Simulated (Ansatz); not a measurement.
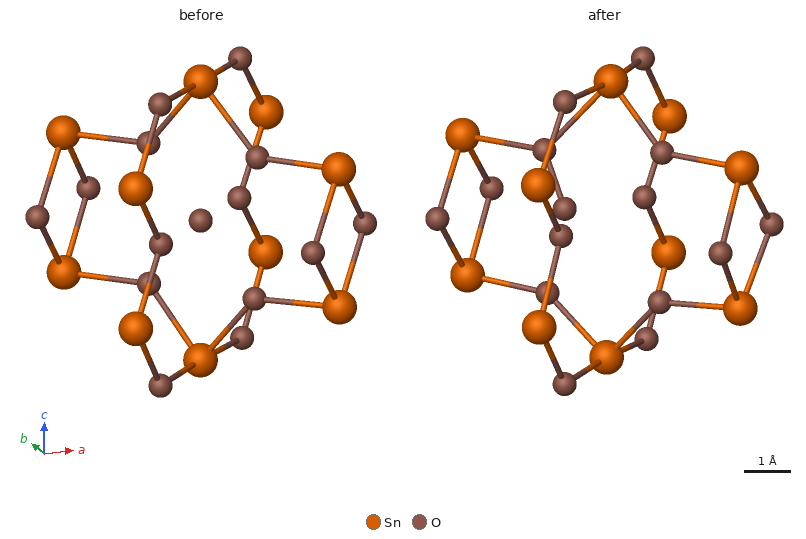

The structure of a defect cell of composition Sn23O49 (cell charge −2) before (left) and after (right) a relaxation, at one scale.

The picture is a ball-and-stick view of the atoms within 4.2 Å of the atom that moves most (axes of the cell of the calculation (origin shifted)), seen slightly off an axis.

The calculation used DFT, PBEsol, PAW, plane waves (Ansatz). Set-up: plane-wave cutoff 420 eV; k-point mesh 1 × 1 × 1; mesh shifted by (0.25, 0.25, 0.25); no spin polarisation; atoms relaxed in a fixed cell; force threshold 0.03 eV/Å; at most 80 steps.

Question: What changed between the two?

Answer: The largest move is that of an O atom, 0.94 Å roughly along [−3 0 1]. Largest moves by element: O 0.94 Å, Sn 0.17 Å. The lattice vectors keep their values. Among the contacts that change: O–O 2.065 → 1.374 Å, O–O 2.030 → 1.560 Å, O–Sn 2.043 → 2.222 Å, O–Sn 2.086 → 1.934 Å. New bonds form, among them: O–O (2.07 → 1.37 Å). Bond angles that change, for instance: Sn–O–Sn 128.6° → 144.2°, Sn–O–Sn 131.1° → 134.8°, Sn–O–Sn 101.2° → 104.4°. After 14 geometry steps the energy has fallen by 3.451 eV per cell of the calculation. The largest force component goes from 2 to 0.018 eV/Å.

Limits of the set-up: the cell is charged, on a uniform background, and energies carry no finite-size correction.
